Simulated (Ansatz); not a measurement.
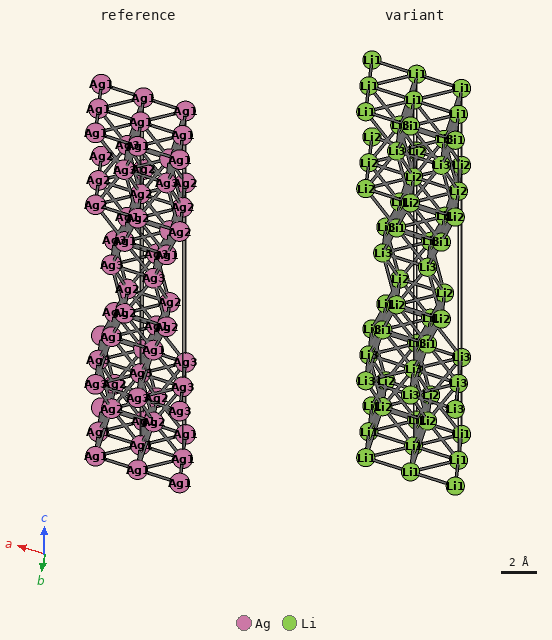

Left: a crystal of Ag (set up in R-3m). Right: the same structure after one change, at the same scale. Style: ball-and-stick. Shown: the conventional cell (3 times the calculation's cell), repeated 2 × 2 × 1 with one cell outlined, from a free direction. Lengths and directions refer to the drawn axes.

All numbers below come from DFT r2SCAN, scalar-relativistic, plane waves, PAW (Ansatz). Set-up: plane-wave cutoff 500 eV; k-point mesh 18 × 18 × 18; occupations gaussian; smearing width 0.1 eV; no spin polarisation.

### What was changed?

Every silver atom is replaced by lithium, which gives Li. Cell and atoms are relaxed again (to zero pressure within 0.1 GPa, forces under 0.01 eV/Å).

### And its effect?

The volume per atom goes from 17.31 to 20.98 Å³. The drawn cell changes as follows: a = b 2.905 → 3.091 Å (+6.4 %), c 21.322 → 22.808 Å (+7.0 %); the volume changes by +21.2 %. The space group stays R-3m (No. 166). It is metallic before and after.
